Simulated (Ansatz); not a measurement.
# Geometry relaxation of NiGe3

- system: NiGe3 (Fm-3m, 4 atoms in the cell)
- method: DFT PBEsol, scalar-relativistic, plane waves, PAW, no spin polarisation (Ansatz 0.2.0)

The structure was built on a prototype by a generator; it need not be a known phase. Figures and captions count atoms from 1; the log counts them from 0 in places.

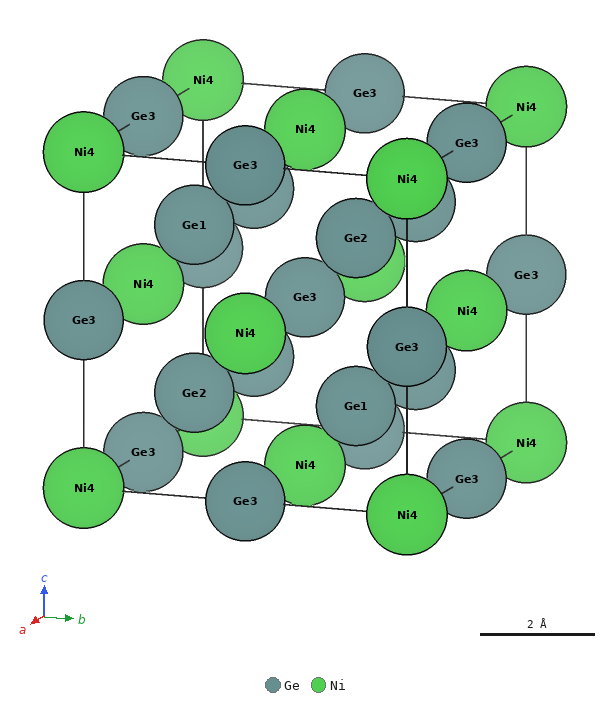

Figure 1. The starting structure (spheres-only view of the cell 4 times as large as that of the calculation, set on its symmetry axes, seen slightly off an axis; atoms are numbered from 1 in the order of the input). An atom can appear more than once, as a periodic image.

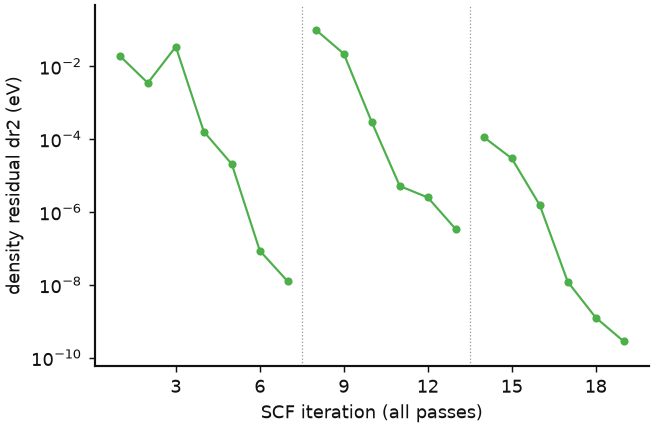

Figure 2. Convergence of the self-consistent field: density residual dr2 against the SCF iteration. The dotted lines part the SCF passes of the relaxation: geometry steps, rejected trials and re-solves on a re-selected basis. The passes take 7, 6 and 6 iterations.

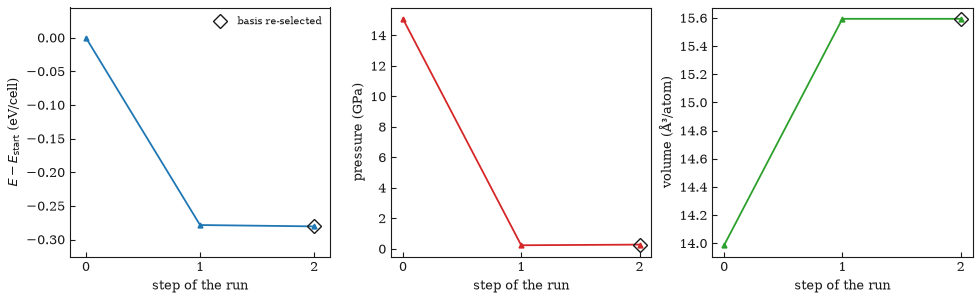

Figure 3. Progress of the relaxation, step by step (the first geometry is step 0 here and step 1 in the log).

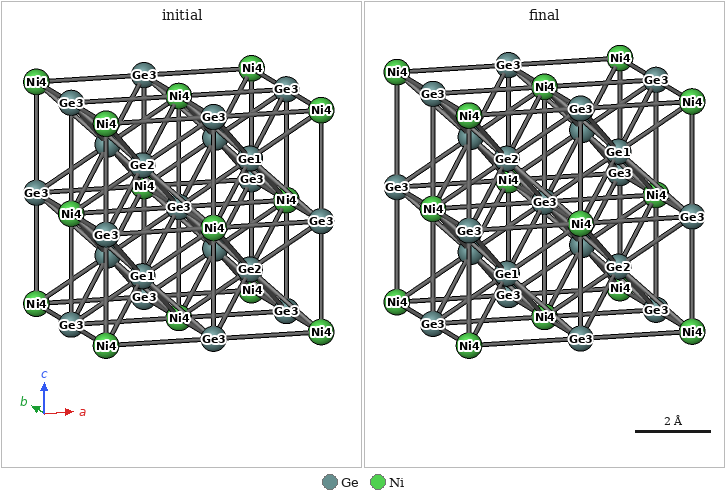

Figure 4. Before (left) and after (right) the relaxation, at one scale (ball-and-stick view of the cell 4 times as large as that of the calculation, set on its symmetry axes, seen slightly off an axis). The energy falls by 0.278 eV per cell of the calculation in 1 geometry step. All forces vanish by symmetry, so only the cell relaxes. The pressure goes from 15.09 to 0.28 GPa. The atoms keep their places relative to the cell (all moves are under 0.005 Å). Cell: a = b = c 6.071 → 6.295 Å (+3.7 %). Volume +11.5 %. Among the contacts that change: Ge3–Ni4 3.036 → 3.148 Å, Ge1–Ni4 2.629 → 2.726 Å, Ge1–Ge3 2.629 → 2.726 Å. The space group stays Fm-3m (No. 225). A last SCF at the same geometry on a re-selected plane-wave basis shifts the energy by −2.0 meV per cell of the calculation. (Atoms are counted from 1 in the order of the input.)

The input that produced these results follows, with the program's output.

The input:
```yaml
crystal:
  lattice:
    - [0.0, 3.0355576021, 3.0355576021]
    - [3.0355576021, 0.0, 3.0355576021]
    - [3.0355576021, 3.0355576021, 0.0]
  atoms:
    - { symbol: Ge, position: [0.25, 0.25, 0.25] }
    - { symbol: Ge, position: [0.75, 0.75, 0.75] }
    - { symbol: Ge, position: [0.5, 0.5, 0.5] }
    - { symbol: Ni, position: [0.0, 0.0, 0.0] }
basis:
  ecutwfc: 420
kpoints:
  mp_grid: { grid: [6, 6, 6] }
hamiltonian:
  xc: pbesol
scf:
  occupations: { method: gaussian, width: 0.1 }
output:
  forces: true
  stress: true
  eigenvalues: true
relax:
  adjacent_minimum: "off"
  f_tol: 0.05
  max_steps: 80
  cell: { stress_tol: 0.5 }
```

Run as:
```bash
ansatz run input.yaml --threads 1 --pin off --max-ram 2560MiB --backend cpu --events-out ev --progress --plain --runs-dir out
```

The program's output:
```
Engine: ansatz 0.2.0, aarch64-unknown-linux-gnu
Pseudopotentials: kind: paw
Pseudopotential: Ge, paw, valence charge 14, recommended cutoff 420 eV (normal), Ge.paw.azcp
Pseudopotential: Ni, paw, valence charge 18, recommended cutoff 420 eV (normal), Ni.paw.azcp
Functional definition: PBEsol
  exchange = pbesol_x
  correlation = pbesol_c
Crystal: 4 atoms, lattice volume = 55.943 Å³
Basis set: ecut = 420 eV, 1067 PW (Γ), exchange–correlation on 60×60×60 points (8 copies of the dense FFT grid, shifted against one another)
Bands: 36, of which v1, the nominal top of the filled ones, is band 30 counted from 1 (29 counted from 0)
Symmetry: 48 space group operations
Space group: Fm-3m (ITA 225), of the structure as read, at distance tolerance 3.8e-5 Å
k-points: 16 of 216
Non-local potential: Ge, projectors of the file, l = 0: 2, l = 1: 2, l = 2: 3, l = 3: 1
Non-local potential: Ni, projectors of the file, l = 0: 3, l = 1: 2, l = 2: 3, l = 3: 1
PAW form: soft (Blöchl's): semilocal exchange-correlation on the pseudo side does not see the compensation charge
PAW frozen core: Ge, regenerated for the run's functional, and the local potential with it (the file was generated under x = pbe(κ = 0.804, μ = 0.2195149727645171), c = pbe(β = 0.06672455060314922))
PAW frozen core: Ni, regenerated for the run's functional, and the local potential with it (the file was generated under x = pbe(κ = 0.804, μ = 0.2195149727645171), c = pbe(β = 0.06672455060314922))
PAW one-centre angular grid: Ge, 590 points (default); XC on 64 Gauss nodes
PAW one-centre angular grid: Ni, 590 points (default); XC on 64 Gauss nodes
Initial density: superposition of atomic densities (neutral atoms: chi_scale 0, normalization atom), corrected by the library's trained network
Initial wavefunctions: pseudopotential atomic-orbital guess
Functional: x = pbesol(κ = 0.804, μ = 0.12345679012345678), c = pbesol(β = 0.046)
SCF iter   1: F=—  HF=-18564.311625 eV  |F-HF|=—  |Δ(HF+E_count)|=         —  Δρ=8.42e-3  dr2=1.92e-2  ethr=1.77e-3  ⟨swp⟩=5.1  Hψ=1918  notcnv=0
preconditioner: auto → Kerker (q_TF=auto, 2.760 Å⁻¹)  [metal: Δε(μ)=0.133 eV  Ē_g=19.768 eV  σ=0.100 eV  W_gap=0.49  n_scr=14 (ndim 8)  ℏωp=35.8 eV  f_vac=0.000  D(μ)=1.60/eV (n_scr^D=14)]
SCF iter   2: F=—  HF=-18564.307607 eV  |F-HF|=—  |Δ(HF+E_count)|=   4.02e-3  Δρ=2.73e-3  dr2=3.46e-3  ethr=3.19e-5  ⟨swp⟩=2.9  Hψ=1221  notcnv=0
preconditioner: auto → none  [insulator: Δε(μ)=0.144 eV  Ē_g=19.804 eV  σ=0.100 eV  W_gap=0.50  n_scr=14 (ndim 8)  ℏωp=35.8 eV  f_vac=0.000  D(μ)=1.56/eV (n_scr^D=14)  ε∞_Penn≈4.3]
SCF iter   3: F=—  HF=-18564.309374 eV  |F-HF|=—  |Δ(HF+E_count)|=   1.77e-3  Δρ=8.79e-3  dr2=3.43e-2  ethr=5.77e-6  ⟨swp⟩=2.0  Hψ=737  notcnv=0  recentre
SCF iter   4: F=—  HF=-18564.306578 eV  |F-HF|=—  |Δ(HF+E_count)|=   2.80e-3  Δρ=6.78e-4  dr2=1.60e-4  ethr=5.77e-6  ⟨swp⟩=2.0  Hψ=1036  notcnv=0  defer=1
SCF iter   5: F=—  HF=-18564.306532 eV  |F-HF|=—  |Δ(HF+E_count)|=   4.63e-5  Δρ=2.24e-4  dr2=2.05e-5  ethr=2.67e-7  ⟨swp⟩=2.1  Hψ=820  notcnv=0  defer=1
SCF iter   6: F=—  HF=-18564.306529 eV  |F-HF|=—  |Δ(HF+E_count)|=   3.07e-6  Δρ=1.98e-5  dr2=8.58e-8  ethr=1.67e-10  ⟨swp⟩=6.2  Hψ=2762  notcnv=0
SCF iter   7: F=-18564.306529 eV  HF=-18564.306529 eV  |F-HF|=2.58e-8  |Δ(HF+E_count)|=   1.93e-7  Δρ=4.95e-6  dr2=1.23e-8  ethr=1.43e-10  ⟨swp⟩=4.9  Hψ=2129  notcnv=0
SCF 1 converged in 7 iterations: F = -18564.306529 eV  dr2 = 1.23e-8
  greatest PAW one-centre occupation: 1.001 electrons in one spin orbital (limit 2), on the Ni atom at site 3 (counted from 0), in its partial waves of l = 1
relax step   1: F+E_penalty+E_count = -18564.30652909 eV  Δ(F+E_penalty+E_count) = +0.000e0 eV  max|allowed force component| = 1.850e-17 eV/Å  Δτ_max = 0.0000 Å  P = +15.085 GPa  Ω = 55.943 Å³  (7 SCF iters, dr2 threshold 1.00e-7 eV, accepted)
Crystal: 4 atoms, lattice volume = 62.376 Å³
Basis set: ecut = 420 eV, 1243 PW (Γ), exchange–correlation on 60×60×60 points (8 copies of the dense FFT grid, shifted against one another)
Initial density: handed on by an earlier stage of this run
Initial wavefunctions: those handed on with the density
iter 1 solved again at ethr=1.74e-4 eV; its pass at ethr=3.10e-3 eV (dr2=1.04e-1 eV) is discarded
SCF iter   1: F=—  HF=-18564.595564 eV  |F-HF|=—  |Δ(HF+E_count)|=         —  Δρ=1.07e-2  dr2=9.97e-2  ethr=1.74e-4  ⟨swp⟩=1.1  Hψ=2658  notcnv=0
preconditioner: auto → none  [insulator: Δε(μ)=0.227 eV  Ē_g=19.362 eV  σ=0.100 eV  W_gap=0.50  n_scr=14 (ndim 8)  ℏωp=33.9 eV  f_vac=0.000  D(μ)=1.31/eV (n_scr^D=8)  ε∞_Penn≈4.1]
SCF iter   2: F=—  HF=-18564.586882 eV  |F-HF|=—  |Δ(HF+E_count)|=   8.68e-3  Δρ=5.51e-3  dr2=2.19e-2  ethr=1.66e-4  ⟨swp⟩=1.0  Hψ=576  notcnv=0
SCF iter   3: F=—  HF=-18564.585246 eV  |F-HF|=—  |Δ(HF+E_count)|=   1.64e-3  Δρ=9.95e-4  dr2=2.91e-4  ethr=3.66e-5  ⟨swp⟩=2.1  Hψ=769  notcnv=0
SCF iter   4: F=—  HF=-18564.584995 eV  |F-HF|=—  |Δ(HF+E_count)|=   2.51e-4  Δρ=1.97e-4  dr2=5.11e-6  ethr=4.86e-7  ⟨swp⟩=2.0  Hψ=1059  notcnv=0
SCF iter   5: F=—  HF=-18564.585007 eV  |F-HF|=—  |Δ(HF+E_count)|=   1.22e-5  Δρ=8.81e-5  dr2=2.49e-6  ethr=8.51e-9  ⟨swp⟩=2.0  Hψ=1059  notcnv=0
SCF iter   6: F=-18564.585006 eV  HF=-18564.585007 eV  |F-HF|=3.51e-7  |Δ(HF+E_count)|=   6.40e-7  Δρ=2.90e-5  dr2=3.35e-7  ethr=6.67e-10  ⟨swp⟩=3.3  Hψ=2654  notcnv=0
SCF 2 converged in 6 iterations: F = -18564.585006 eV  dr2 = 3.35e-7
relax step   2: F+E_penalty+E_count = -18564.58500629 eV  Δ(F+E_penalty+E_count) = -2.785e-1 eV  max|allowed force component| = 1.665e-16 eV/Å  Δτ_max = 0.0000 Å  P = +0.235 GPa  Ω = 62.376 Å³  energy of the carried Pulay correction = -1.835e-3 eV  (6 SCF iters, dr2 threshold 4.00e-7 eV, accepted)
Initial wavefunctions: pseudopotential atomic-orbital guess (no wavefunctions were taken with the density)
iter 1 solved again at ethr=2.01e-7 eV; its pass at ethr=3.10e-3 eV (dr2=1.21e-4 eV) is discarded
SCF iter   1: F=—  HF=-18564.584582 eV  |F-HF|=—  |Δ(HF+E_count)|=         —  Δρ=2.90e-3  dr2=1.13e-4  ethr=2.01e-7  ⟨swp⟩=3.0  Hψ=3278  notcnv=0
preconditioner: auto → none  [insulator: Δε(μ)=0.263 eV  Ē_g=19.301 eV  σ=0.100 eV  W_gap=0.50  n_scr=14 (ndim 8)  ℏωp=33.9 eV  f_vac=0.000  D(μ)=1.28/eV (n_scr^D=8)  ε∞_Penn≈4.1]
SCF iter   2: F=—  HF=-18564.586475 eV  |F-HF|=—  |Δ(HF+E_count)|=   1.89e-3  Δρ=1.45e-3  dr2=2.93e-5  ethr=1.88e-7  ⟨swp⟩=1.0  Hψ=576  notcnv=0
SCF iter   3: F=—  HF=-18564.587031 eV  |F-HF|=—  |Δ(HF+E_count)|=   5.57e-4  Δρ=7.39e-5  dr2=1.53e-6  ethr=4.88e-8  ⟨swp⟩=1.0  Hψ=576  notcnv=0
SCF iter   4: F=—  HF=-18564.587028 eV  |F-HF|=—  |Δ(HF+E_count)|=   3.07e-6  Δρ=5.31e-6  dr2=1.20e-8  ethr=2.56e-9  ⟨swp⟩=2.0  Hψ=991  notcnv=0
iter 5 did not close the SCF: its close was put off for the readings that it lacked (scf_convergence_deferred on its scf_iter line)
SCF iter   5: F=-18564.587028 eV  HF=-18564.587028 eV  |F-HF|=8.00e-10  |Δ(HF+E_count)|=  2.73e-10  Δρ=1.73e-6  dr2=1.25e-9  ethr=2.00e-11  ⟨swp⟩=2.6  Hψ=1063  notcnv=0
SCF iter   6: F=-18564.587028 eV  HF=-18564.587028 eV  |F-HF|=2.00e-10  |Δ(HF+E_count)|=  1.46e-11  Δρ=8.31e-7  dr2=2.78e-10  ethr=2.08e-12  ⟨swp⟩=2.4  Hψ=1841  notcnv=0
SCF 3 converged in 6 iterations: F = -18564.587028 eV  dr2 = 2.78e-10
relax step   3: F+E_penalty+E_count = -18564.58702842 eV  Δ(F+E_penalty+E_count) = -2.022e-3 eV  max|allowed force component| = 2.105e-16 eV/Å  Δτ_max = 0.0000 Å  P = +0.278 GPa  Ω = 62.376 Å³  stress off target by 2.78e-1 GPa  SCF on the basis re-selected at this cell (its energy is not comparable with the rows above)  (6 SCF iters)
basis re-selected at this cell: Δ(F+E_penalty+E_count) = -2.022e-3 eV, ΔP = +0.043 GPa vs the last step (what re-selecting the basis moved, of the pressure what is left beyond the Pulay correction that the steps carried, after the strain that the cell walked since its last selection, with what the two solves' SCF thresholds leave and, on support functions, any second-order correction that the steps lacked; it is no measure of the basis error at this ecutwfc). This SCF's stress stands 2.78e-1 GPa from its target on what of the cell is left free (relax.cell.stress_tol is 5.00e-1 GPa) and its largest allowed force component is 2.10e-16 eV/Å (relax.f_tol is 5.00e-2 eV/Å): within both
SCF converged after 6 iterations
Free energy (F): -18564.587028 eV
Harris-Foulkes:  -18564.587028 eV  (|F-HF|=2.00e-10)
Internal energy: -18564.580634 eV  (E = F + TS)
E sigma→0 (E₀):  -18564.583831 eV
Entropy (-TS):   -0.006395 eV (-1.599 meV/atom)
Fermi energy:    13.517412 eV
--- Per-component energies (eV) ---
  E_band       = -608.044140
  E_kinetic    = 618.990766
  E_local      = -10039.893216  (includes V_loc(G=0)·N_el)
  E_nonlocal   = 1895.938478
  E_hartree    = 4339.603848
  E_xc         = -310.725311
  E_vxc        = -304.863526  (∫ρ·V_xc dr)
  E_paw        = -7529.165655  (= ΣΔE_a)
  E_vpaw       = -1457.423726  (= ΣTr[D̂ρ^β])
  E_aug_tail   = 0.000996  (compensation charges beyond the density's cutoff)
  E_ewald      = -7542.281637
  E_core_change = 2.951098  (= ΣΔE_core)
  E_smearing   = -0.006395  (= −TS)
  E_closure    = -0.000000  (closes the sum)
  Σ components = -18564.587028   (vs F -18564.587028, Δ=0.00e0)
--- Forces (eV/Å), atoms counted from 1 ---
  atom   1  Ge     0.00000000     0.00000000     0.00000000
  atom   2  Ge    -0.00000000    -0.00000000    -0.00000000
  atom   3  Ge     0.00000000    -0.00000000    -0.00000000
  atom   4  Ni    -0.00000000     0.00000000     0.00000000
  max |Σ_I F_I| component: 4.63e-17 eV/Å
--- Stress (GPa, compression-positive) ---
        0.277551      -0.000000      -0.000000
       -0.000000       0.277551      -0.000000
       -0.000000      -0.000000       0.277551
  P = ⅓ Tr σ = 0.2776 GPa (2.776 kbar)
--- Band table (eV; the first three rows and the last of 16) ---
  k-point 0: bands = ["-89.1044", "-49.6689", "-49.6689", "-49.6689", "-11.4362", "-11.4362", "-11.4362", "-11.4174", "-11.4174", "-11.2262", "-11.2262", "-11.2262", "-11.2146", "-11.2146", "-11.1598", "-11.1598", "-11.1598", "-11.1467", "-11.1467", "-0.2127", "8.4674", "10.0449", "10.0449", "10.0449", "10.4243", "11.7447", "11.7447", "12.0651", "12.0651", "12.0651", "14.0984", "14.0984", "14.0984", "15.4571", "15.4571", "15.4571"]
  k-point 1: bands = ["-89.1044", "-49.6689", "-49.6689", "-49.6689", "-11.4390", "-11.4390", "-11.4364", "-11.4134", "-11.4134", "-11.2225", "-11.2225", "-11.2166", "-11.2112", "-11.2112", "-11.1696", "-11.1630", "-11.1630", "-11.1507", "-11.1507", "0.0931", "7.0702", "9.0624", "9.9196", "9.9196", "11.2054", "11.3092", "11.3092", "12.5406", "12.6576", "12.6576", "13.7975", "13.7975", "14.4427", "15.6111", "15.6111", "16.2913"]
  k-point 2: bands = ["-89.1044", "-49.6690", "-49.6689", "-49.6689", "-11.4447", "-11.4447", "-11.4348", "-11.4050", "-11.4050", "-11.2118", "-11.2118", "-11.2040", "-11.2040", "-11.1977", "-11.1910", "-11.1730", "-11.1730", "-11.1589", "-11.1589", "0.9902", "4.7620", "8.3613", "9.6324", "9.6324", "11.3415", "11.3415", "11.4408", "12.6633", "12.6633", "12.7484", "13.1791", "13.1791", "15.4810", "17.1143", "17.1143", "19.4220"]
  k-point 15: bands = ["-89.1044", "-49.6690", "-49.6690", "-49.6689", "-11.4508", "-11.4463", "-11.4343", "-11.4030", "-11.3931", "-11.2258", "-11.2180", "-11.2098", "-11.2057", "-11.1886", "-11.1856", "-11.1781", "-11.1651", "-11.1592", "-11.1505", "3.5864", "3.6186", "4.6875", "7.1945", "9.8428", "11.4815", "11.5762", "11.7093", "12.0966", "12.5002", "12.8584", "14.5364", "16.0178", "17.8924", "19.0026", "19.2295", "19.3804"]
--- Relaxed structure (2 steps of the walk, 2 accepted, 1 SCFs on fresh bases) ---
  F+E_penalty+E_count = -18564.58702842 eV   max|allowed force component| = 2.105e-16 eV/Å   (the final SCF, on the basis selected at the relaxed cell)
  cell:  # Å, volume = 62.3756 Å³
    - [9.935975464146399e-34, 3.147711464648136, 3.147711464648136]
    - [3.147711464648136, -3.057223219737354e-34, 3.147711464648136]
    - [3.147711464648136, 3.147711464648136, 3.8215290246716924e-34]
  atoms:
    - { symbol: Ge, position: [0.24999999999999997, 0.24999999999999997, 0.24999999999999997] }
    - { symbol: Ge, position: [0.75, 0.75, 0.75] }
    - { symbol: Ge, position: [0.49999999999999994, 0.49999999999999994, 0.49999999999999994] }
    - { symbol: Ni, position: [2.5484011914660275e-33, -1.258339177528868e-33, -1.3640819655565044e-33] }
```

Trajectory as extended XYZ (Å, eV, eV/Å), 3 frames, from step=1 to step=3:
```
4
Lattice="0.0000 3.0356 3.0356 3.0356 0.0000 3.0356 3.0356 3.0356 0.0000" Properties=species:S:1:pos:R:3:forces:R:3 step=1 energy=-18564.30653 pressure_GPa=15.09
Ge    1.5178    1.5178    1.5178    0.0000   0.0000   0.0000
Ge    4.5533    4.5533    4.5533    0.0000   0.0000   0.0000
Ge    3.0356    3.0356    3.0356    0.0000   0.0000   0.0000
Ni    0.0000    0.0000    0.0000    0.0000   0.0000   0.0000
4
Lattice="0.0000 3.1477 3.1477 3.1477 0.0000 3.1477 3.1477 3.1477 0.0000" Properties=species:S:1:pos:R:3:forces:R:3 step=2 energy=-18564.58501 pressure_GPa=0.23
Ge    1.5739    1.5739    1.5739    0.0000   0.0000   0.0000
Ge    4.7216    4.7216    4.7216    0.0000   0.0000   0.0000
Ge    3.1477    3.1477    3.1477    0.0000   0.0000   0.0000
Ni    0.0000    0.0000    0.0000    0.0000   0.0000   0.0000
4
Lattice="0.0000 3.1477 3.1477 3.1477 0.0000 3.1477 3.1477 3.1477 0.0000" Properties=species:S:1:pos:R:3:forces:R:3 step=3 energy=-18564.58703 pressure_GPa=0.28
Ge    1.5739    1.5739    1.5739    0.0000   0.0000   0.0000
Ge    4.7216    4.7216    4.7216    0.0000   0.0000   0.0000
Ge    3.1477    3.1477    3.1477    0.0000   0.0000   0.0000
Ni    0.0000    0.0000    0.0000    0.0000   0.0000   0.0000
```

Results in brief:

```json
{"quantity": "outcome", "value": "converged"}
{"quantity": "space group (tolerance 0.01 Å)", "value": "Fm-3m (225)"}
{"quantity": "electrons treated", "value": "60"}
{"quantity": "free energy", "value": "−18564.5870 eV"}
{"quantity": "Fermi energy", "value": "13.517 eV"}
{"quantity": "gap on the k-point mesh", "value": "none (metallic)"}
{"quantity": "pressure", "value": "0.28 GPa"}
{"quantity": "final volume", "value": "62.38 Å³"}
{"quantity": "largest force (length of the vector) at the end", "value": "under 0.001 eV/Å"}
{"quantity": "final cell", "value": "a = 4.452 Å, b = 4.452 Å, c = 4.452 Å, α = 60.00°, β = 60.00°, γ = 60.00°"}
{"quantity": "hardware", "value": "1 thread of Arm Neoverse V1, 24 GiB of memory available, shared host"}
{"quantity": "wall time", "value": "7.5 s"}
{"quantity": "peak memory", "value": "0.35 GiB"}
```

Remarks:

The run has no spin polarisation, so a magnetic state may lie lower.
